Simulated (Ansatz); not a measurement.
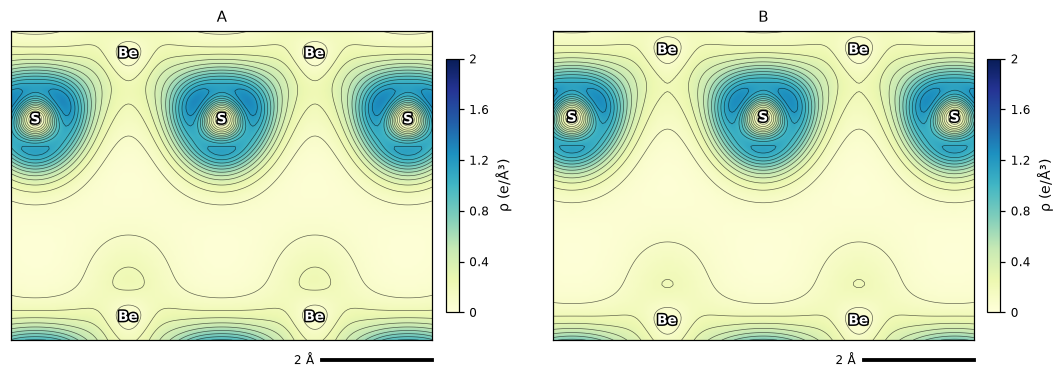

BeS. The valence electron density of two cells that differ in size, on the (101̄) plane of each (indices in the axes of the calculation cell), at one length scale and on one colour scale: B has 14.8 Å³ an atom and A 13.7.

Level of theory: DFT, PBE, PAW with Ansatz's default frozen-core files, scalar-relativistic (Ansatz).

In a PAW calculation such maps are meaningful between the atoms, not at the nuclei.

> What does the compression do to the bonding and the properties?

From the larger cell to the smaller, Be–S goes from 2.13 to 2.07 Å, and the density at its midpoint from 0.64 to 0.7 e/Å³; the pressure goes from −2.1 to 6 GPa; the Kohn–Sham gap goes from 3.3 eV to 3.1 eV.
